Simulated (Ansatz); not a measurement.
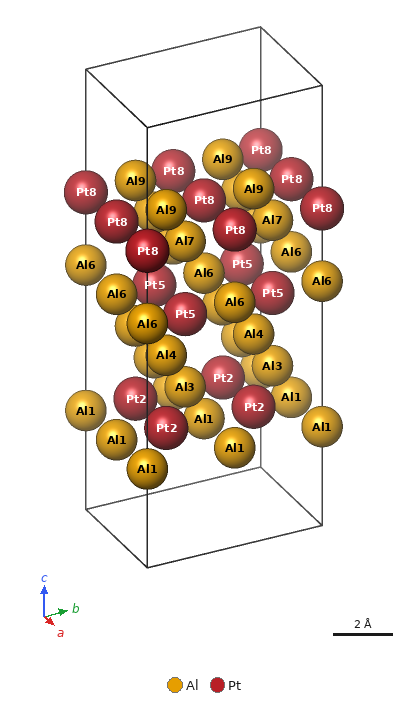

Fig. 1: The input geometry (spheres-only view of the 2 × 2 repeat of the cell, with the vacuum cut short, seen slightly off an axis; atoms are numbered from 1 in the order of the input).

Al₂Pt: single-point calculation

Al₂Pt (slab, 9 atoms in the cell), computed with DFT PBE, scalar-relativistic, plane waves, PAW, no spin polarisation (Ansatz 0.2.0).

The structure derives from an entry of the Crystallography Open Database. It belongs to a series of runs on one base structure; here: field: 0.1. Figures and captions count atoms from 1; the log counts them from 0 in places.

## The input
```yaml
crystal:
  lattice:
    - [4.2047455503, 0.0, 0.0]
    - [-2.1023727751, 3.641416463, 0.0]
    - [0.0, 0.0, 23.5829009136]
  atoms:
    - { symbol: Al, position: [0.0, 0.0, 0.3180270327] }
    - { symbol: Pt, position: [0.6666666667, 0.3333333333, 0.3544216262] }
    - { symbol: Al, position: [0.3333333333, 0.6666666667, 0.3908162196] }
    - { symbol: Al, position: [0.6666666667, 0.3333333333, 0.4636054065] }
    - { symbol: Pt, position: [0.3333333333, 0.6666666667, 0.5] }
    - { symbol: Al, position: [0.0, 0.0, 0.5363945935] }
    - { symbol: Al, position: [0.3333333333, 0.6666666667, 0.6091837804] }
    - { symbol: Pt, position: [0.0, 0.0, 0.6455783738] }
    - { symbol: Al, position: [0.6666666667, 0.3333333333, 0.6819729673] }
basis:
  ecutwfc: 420
kpoints:
  mp_grid: { grid: [9, 9, 1] }
hamiltonian:
  xc: pbe
scf:
  occupations: { method: gaussian, width: 0.1 }
  max_iter: 88
output:
  forces: true
  stress: true
  eigenvalues: true
efield:
  axis: 3
  dipole_correction: true
  ramp_width: 0.04
  amplitude: 0.1
```

Launch command:
```bash
ansatz run input.yaml --threads 2 --pin off --max-ram 4096MiB --backend cpu --events-out ev --progress --plain --runs-dir out
```

## The program's output
```
Engine: ansatz 0.2.0, aarch64-unknown-linux-gnu
Pseudopotentials: kind: paw
Pseudopotential: Al, paw, valence charge 3, recommended cutoff 420 eV (normal), Al.paw.azcp
Pseudopotential: Pt, paw, valence charge 18, recommended cutoff 420 eV (normal), Pt.paw.azcp
Functional definition: PBE
  parameter kappa = 0.804
  parameter beta = 0.06672455060314922
  exchange = pbe_x(kappa = kappa, mu = beta*pi^2/3)
  correlation = pbe_c(beta = beta)
Crystal: 9 atoms, lattice volume = 361.083 Å³
Basis set: ecut = 420 eV, 6949 PW (Γ), exchange–correlation on 60×60×320 points (8 copies of the dense FFT grid, shifted against one another)
Bands: 45, of which v1, the nominal top of the filled ones, is band 36 counted from 1 (35 counted from 0)
Symmetry: 6 space group operations
k-points: 12 of 81 (time reversal used)
Non-local potential: Al, projectors of the file, l = 0: 2, l = 1: 2, l = 2: 1
Non-local potential: Pt, projectors of the file, l = 0: 3, l = 1: 2, l = 2: 2, l = 3: 1
PAW form: soft (Blöchl's): semilocal exchange-correlation on the pseudo side does not see the compensation charge
PAW one-centre angular grid: Al, 110 points (default); XC on 64 Gauss nodes
PAW one-centre angular grid: Pt, 590 points (default); XC on 64 Gauss nodes
Initial density: superposition of atomic densities (neutral atoms: chi_scale 0, normalization atom, screened)
Initial wavefunctions: pseudopotential atomic-orbital guess
Functional: x = pbe(κ = 0.804, μ = 0.2195149727645171), c = pbe(β = 0.06672455060314922)
SCF iter   1: F=—  HF=-40801.740337 eV  |F-HF|=—  |Δ(HF+E_count)|=         —  Δρ=4.25e-2  dr2=1.11e1  ethr=3.10e-3  p=0.095 e·Å  D=4.74e-2 V/Å  ΔV_dip=-1.12 eV  dr2_dipole=1.63e-3  V_vac-E_F(+/−)=6.48/5.41 eV  ⟨swp⟩=11.3  Hψ=2876  notcnv=0  defer=1
efield: sawtooth ramp at fractional position 0.9800 (placed from the atoms, in the widest stretch of the axis that holds none; the zero of the levels goes with the place), width 0.0400; the density the first Hamiltonian is built on has a dipole p = 0.095 e·Å; the dipole correction subtracts the counter field D = 4.74e-2 V/Å, which shifts the + side's vacuum level by -1.12 eV against the − side's; the planar-averaged density in the ramp window peaks in size at 9.0e-7 e/Å³
preconditioner: auto → LDOS  [metal: Δε(μ)=0.028 eV  Ē_g=6.718 eV  σ=0.100 eV  W_gap=0.15  n_scr=68 (ndim 8)  ℏωp=13.5 eV  f_vac=0.480  D(μ)=3.90/eV (n_scr^D=10)  β→1.0]
SCF iter   2: F=—  HF=-40801.182110 eV  |F-HF|=—  |Δ(HF+E_count)|=   5.58e-1  Δρ=3.93e-2  dr2=6.74e0  ethr=3.10e-3  p=0.102 e·Å  D=5.09e-2 V/Å  ΔV_dip=-1.20 eV  dr2_dipole=2.54e-3  V_vac-E_F(+/−)=4.57/3.58 eV  ⟨swp⟩=4.0  Hψ=1338  notcnv=0  defer=37
SCF iter   3: F=—  HF=-40799.733457 eV  |F-HF|=—  |Δ(HF+E_count)|=    1.45e0  Δρ=6.77e-3  dr2=2.51e-1  ethr=3.10e-3  p=0.098 e·Å  D=4.91e-2 V/Å  ΔV_dip=-1.16 eV  dr2_dipole=6.43e-5  V_vac-E_F(+/−)=4.96/3.93 eV  ⟨swp⟩=2.7  Hψ=1122  notcnv=0  defer=33
SCF iter   4: F=—  HF=-40799.686665 eV  |F-HF|=—  |Δ(HF+E_count)|=   4.68e-2  Δρ=1.30e-3  dr2=1.15e-2  ethr=3.48e-4  p=0.097 e·Å  D=4.84e-2 V/Å  ΔV_dip=-1.14 eV  dr2_dipole=4.80e-4  V_vac-E_F(+/−)=4.60/3.55 eV  ⟨swp⟩=2.4  Hψ=996  notcnv=0  defer=33
SCF iter   5: F=—  HF=-40799.686031 eV  |F-HF|=—  |Δ(HF+E_count)|=   6.35e-4  Δρ=6.35e-4  dr2=2.35e-3  ethr=1.60e-5  p=0.098 e·Å  D=4.93e-2 V/Å  ΔV_dip=-1.16 eV  dr2_dipole=2.04e-4  V_vac-E_F(+/−)=4.52/3.49 eV  ⟨swp⟩=2.5  Hψ=994  notcnv=0  defer=33
SCF iter   6: F=—  HF=-40799.685959 eV  |F-HF|=—  |Δ(HF+E_count)|=   7.14e-5  Δρ=1.31e-4  dr2=7.33e-5  ethr=3.27e-6  p=0.098 e·Å  D=4.90e-2 V/Å  ΔV_dip=-1.16 eV  dr2_dipole=2.77e-7  V_vac-E_F(+/−)=4.52/3.48 eV  ⟨swp⟩=2.2  Hψ=763  notcnv=0  defer=33
SCF iter   7: F=—  HF=-40799.685554 eV  |F-HF|=—  |Δ(HF+E_count)|=   4.05e-4  Δρ=3.47e-5  dr2=1.12e-5  ethr=1.02e-7  p=0.098 e·Å  D=4.91e-2 V/Å  ΔV_dip=-1.16 eV  dr2_dipole=3.48e-6  V_vac-E_F(+/−)=4.51/3.47 eV  ⟨swp⟩=2.5  Hψ=1032  notcnv=0  defer=33
SCF iter   8: F=—  HF=-40799.685557 eV  |F-HF|=—  |Δ(HF+E_count)|=   2.79e-6  Δρ=1.04e-5  dr2=6.43e-7  ethr=1.56e-8  p=0.098 e·Å  D=4.90e-2 V/Å  ΔV_dip=-1.16 eV  dr2_dipole=1.30e-7  V_vac-E_F(+/−)=4.51/3.47 eV  ⟨swp⟩=2.2  Hψ=741  notcnv=0  defer=33
SCF iter   9: F=-40799.685558 eV  HF=-40799.685558 eV  |F-HF|=7.04e-8  |Δ(HF+E_count)|=   5.69e-7  Δρ=2.85e-6  dr2=7.08e-8  ethr=1.39e-10  p=0.098 e·Å  D=4.90e-2 V/Å  ΔV_dip=-1.16 eV  dr2_dipole=9.26e-9  V_vac-E_F(+/−)=4.51/3.47 eV  ⟨swp⟩=20.3  Hψ=3139  notcnv=0
SCF 1 converged in 9 iterations: F = -40799.685558 eV  dr2 = 7.08e-8
  greatest PAW one-centre occupation: 1.000 electrons in one spin orbital (limit 2), on the Pt atom at site 4 (counted from 0), in its partial waves of l = 0
SCF converged after 9 iterations
Free energy (F): -40799.685558 eV
Harris-Foulkes:  -40799.685558 eV  (|F-HF|=7.04e-8)
Internal energy: -40799.675079 eV  (E = F + TS)
E sigma→0 (E₀):  -40799.680319 eV
Entropy (-TS):   -0.010479 eV (-1.164 meV/atom)
Fermi energy:    2.646841 eV
Dipole field:    D = 0.048930 V/Å  (p = 0.097638 e·Å, saw-weighted, corrected)
Work function:   not extracted (applied field tilts the vacuum); planar V_es + V_field profile in the machine report
Levels:          The Fermi level and band energies are counted from a zero that moves with the ramp; work functions are not
--- Per-component energies (eV) ---
  E_band       = -1550.408090
  E_kinetic    = 2049.675480
  E_local      = -48401.655863  (includes V_loc(G=0)·N_el)
  E_nonlocal   = 654.070500
  E_hartree    = 23060.113496
  E_xc         = -1024.253774
  E_vxc        = -1082.704919  (∫ρ·V_xc dr)
  E_paw        = -31165.687464  (= ΣΔE_a)
  E_vpaw       = -890.031143  (= ΣTr[D̂ρ^β])
  E_aug_tail   = 0.000573  (compensation charges beyond the density's cutoff)
  E_efield     = -0.007375  (sawtooth field / dipole correction)
  E_vefield    = -0.004986  (∫n·V_field dr)
  E_ewald      = 14028.069348
  E_smearing   = -0.010479  (= −TS)
  E_closure    = -0.000000  (closes the sum)
  Σ components = -40799.685558   (vs F -40799.685558, Δ=0.00e0)
--- Forces (eV/Å), atoms counted from 1 ---
  atom   1  Al     0.00000000    -0.00000000     0.74067456
  atom   2  Pt    -0.00000000     0.00000000    -0.20624043
  atom   3  Al     0.00000000     0.00000000    -0.20060194
  atom   4  Al     0.00000000     0.00000000    -0.15813561
  atom   5  Pt     0.00000000    -0.00000000     0.00695550
  atom   6  Al     0.00000000     0.00000000     0.15115137
  atom   7  Al     0.00000000     0.00000000     0.20731092
  atom   8  Pt     0.00000000    -0.00000000     0.19234999
  atom   9  Al    -0.00000000     0.00000000    -0.73342175
  max |Σ_I F_I| component: 4.26e-5 eV/Å
--- Stress (GPa, compression-positive) ---
       -1.045807      -0.000000       0.000000
       -0.000000      -1.045807      -0.000000
        0.000000      -0.000000      -1.615794
  P = ⅓ Tr σ = -1.2358 GPa (-12.358 kbar)
--- Band table (eV; the first three rows and the last of 12) ---
  k-point 0: bands = ["-96.2367", "-96.0518", "-96.0517", "-50.4726", "-50.4681", "-50.4681", "-50.3001", "-50.3001", "-50.2997", "-50.2997", "-50.2212", "-50.2206", "-7.2056", "-6.3502", "-5.4774", "-2.9733", "-2.5852", "-2.2569", "-2.2569", "-1.9924", "-1.9924", "-1.9763", "-1.9763", "-1.0288", "-1.0288", "-0.9992", "-0.7683", "-0.7260", "-0.7260", "-0.6372", "-0.6372", "0.5976", "2.8572", "4.1131", "4.1131", "5.2765", "5.2765", "5.3184", "5.8017", "6.1853", "6.1853", "6.2487", "6.4269", "6.4860", "6.7373"]
  k-point 1: bands = ["-96.2367", "-96.0518", "-96.0517", "-50.4726", "-50.4683", "-50.4681", "-50.3004", "-50.3002", "-50.2999", "-50.2998", "-50.2212", "-50.2206", "-7.0564", "-6.1994", "-5.3186", "-2.9890", "-2.6171", "-2.3375", "-2.1970", "-2.0335", "-2.0023", "-1.9186", "-1.8868", "-1.1405", "-1.0614", "-1.0006", "-0.9228", "-0.7170", "-0.6766", "-0.6344", "-0.3708", "0.6648", "2.7953", "3.2258", "3.7332", "4.1446", "4.8092", "5.0103", "5.3730", "5.7930", "5.9130", "6.1984", "6.3206", "6.6234", "6.8661"]
  k-point 2: bands = ["-96.2367", "-96.0518", "-96.0517", "-50.4725", "-50.4688", "-50.4682", "-50.3009", "-50.3005", "-50.3003", "-50.2999", "-50.2211", "-50.2205", "-6.6191", "-5.7601", "-4.8573", "-3.0402", "-2.7565", "-2.5643", "-2.1014", "-2.0505", "-1.9648", "-1.7177", "-1.6451", "-1.3889", "-1.1106", "-1.0945", "-0.9107", "-0.7135", "-0.7086", "-0.6071", "0.0083", "0.8080", "1.6268", "2.3065", "2.8744", "2.9507", "3.3369", "3.9363", "4.8435", "5.2739", "5.7077", "6.0034", "6.4701", "6.8012", "6.9836"]
  k-point 11: bands = ["-96.2367", "-96.0518", "-96.0517", "-50.4724", "-50.4693", "-50.4693", "-50.3014", "-50.3014", "-50.3010", "-50.3010", "-50.2210", "-50.2204", "-4.1928", "-3.7810", "-3.7798", "-3.2406", "-2.9357", "-2.9345", "-2.2552", "-2.2549", "-1.9581", "-1.7931", "-1.7925", "-1.4943", "-1.2937", "-1.1143", "-1.1141", "-0.9623", "-0.7675", "-0.7672", "-0.0849", "0.1454", "0.1458", "0.5593", "0.5600", "0.6547", "2.4130", "3.1029", "3.1116", "4.0506", "4.0812", "6.4038", "6.8705", "6.8764", "7.1534"]
```

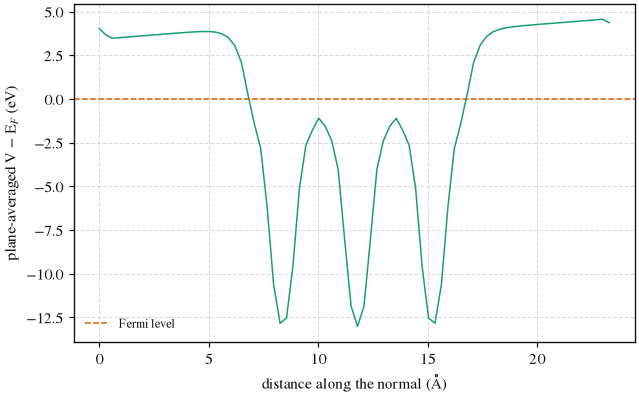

Fig. 2: Plane average of the electrostatic potential energy of an electron across the cell, from the Fermi level.

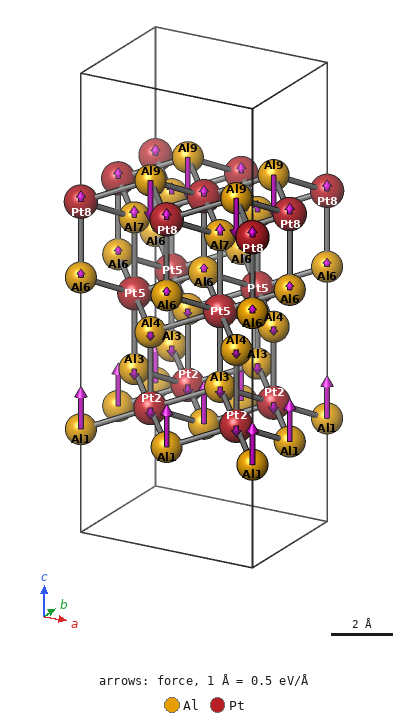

Fig. 3: Forces on the atoms as pink arrows (ball-and-stick view of the 2 × 2 repeat of the cell, with the vacuum cut short, seen slightly off an axis; atoms are numbered from 1 in the order of the input); the smallest are left out. The largest act on Al1 (0.74 eV/Å); Al9 (0.73 eV/Å). The geometry is not a stationary point of this energy.

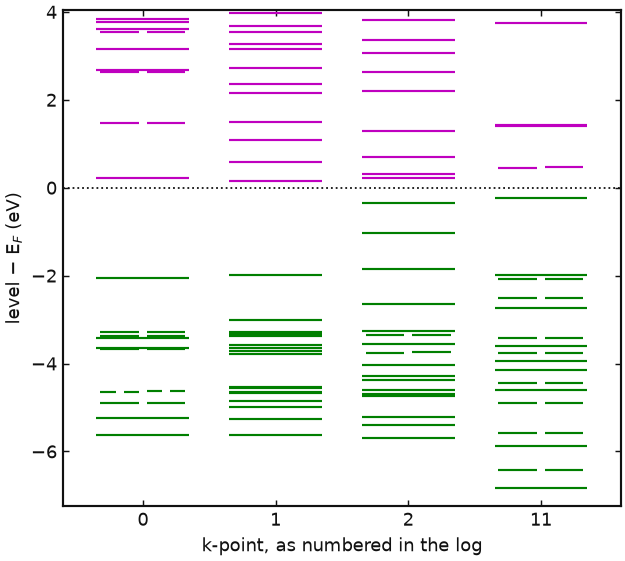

Fig. 4: Kohn–Sham levels near the Fermi level (dotted) at the few k-points that the log prints; levels within 0.02 eV of each other stand side by side. The system is metallic on the full mesh.

## Results in brief

- outcome: converged
- electrons treated: 72
- free energy: −40799.6856 eV
- Fermi energy: 2.647 eV
- gap on the k-point mesh: none (metallic)
- largest force (length of the vector): 0.741 eV/Å
- hardware: 2 threads of Arm Neoverse V2, 24 GiB of memory available, shared host
- wall time: 12 s (CPU time 22 s)
- peak memory: 0.57 GiB

## Remarks

Spin–orbit coupling is left out, which matters for Pt.
